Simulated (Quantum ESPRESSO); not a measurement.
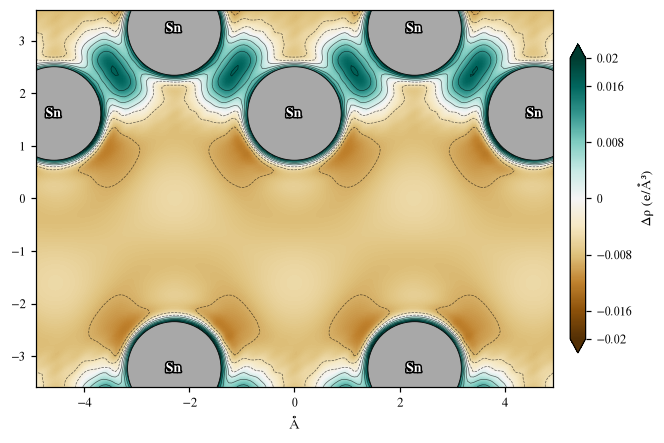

Sn. Difference of the valence pseudo-densities of two functionals at the same geometry, on the (11̄0) plane of the calculation cell: one of HLE16 and PW91 less the other.

Space group Fd-3m.

Both computed with Quantum ESPRESSO (plane waves, pseudopotentials), on the same k-point mesh. Grey discs cover the atomic cores.

```yaml
crystal:
  lattice:
    - [0.00000, 3.23334, 3.23334]
    - [3.23334, 0.00000, 3.23334]
    - [3.23334, 3.23334, 0.00000]
  atoms:
    - { symbol: Sn, position: [0.75000, 0.75000, 0.75000] }
    - { symbol: Sn, position: [0.50000, 0.50000, 0.50000] }
```

Question: Which was subtracted from which, and what does the map show?

Answer: It is HLE16 less PW91. Against PW91, HLE16 gives less density in the space between the atoms (−0.007 e/Å³ on average) and a change of +0.016 e/Å³ at the midpoint of Sn–Sn.
